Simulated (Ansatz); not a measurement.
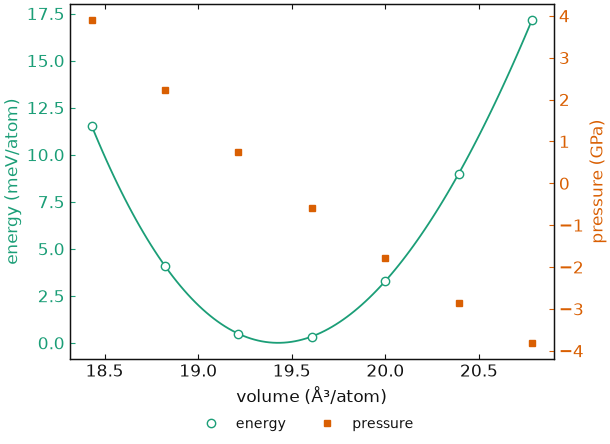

The figure shows the energy and pressure against volume for Ge, space group Cmmm (No. 65).

Cell as given: a = 2.952 Å, b = 2.952 Å, c = 2.698 Å, α = 90.00°, β = 90.00°, γ = 123.51°; 1 atom.

Computed with Ansatz 0.2.0: plane-wave DFT, no spin polarisation; energies at scaled volumes of the given cell, shape and fractions fixed, counted from the fit's minimum, third-order Birch-Murnaghan fit. Level: PBE.

k mesh 11×11×10; occupations Fermi–Dirac; smearing width 0.05 eV; potentials Ansatz PAW; wave cutoff 420 eV; density cutoff 1680 eV.

What equilibrium volume and bulk modulus follow from the curve?

A third-order Birch–Murnaghan fit gives V0 = 19.43 Å³/atom, B0 = 65.7 GPa and B′ = 4.5.

Read off the course of the pressure.

It falls from 3.90 GPa at volume 18.43 Å³/atom to −3.81 GPa at 20.78 Å³/atom, and changes sign near 19.43 Å³/atom.

Keep in mind: shape and atomic fractions are frozen while scaling, which makes layered, chain and framework solids too stiff.

The computed values:

```tsv
volume (Å³/atom)	energy (meV/atom)	pressure (GPa)
18.43	11.55	3.90
18.82	4.09	2.23
19.21	0.49	0.74
19.61	0.33	-0.59
20.00	3.28	-1.79
20.39	8.98	-2.86
20.78	17.16	-3.81
```
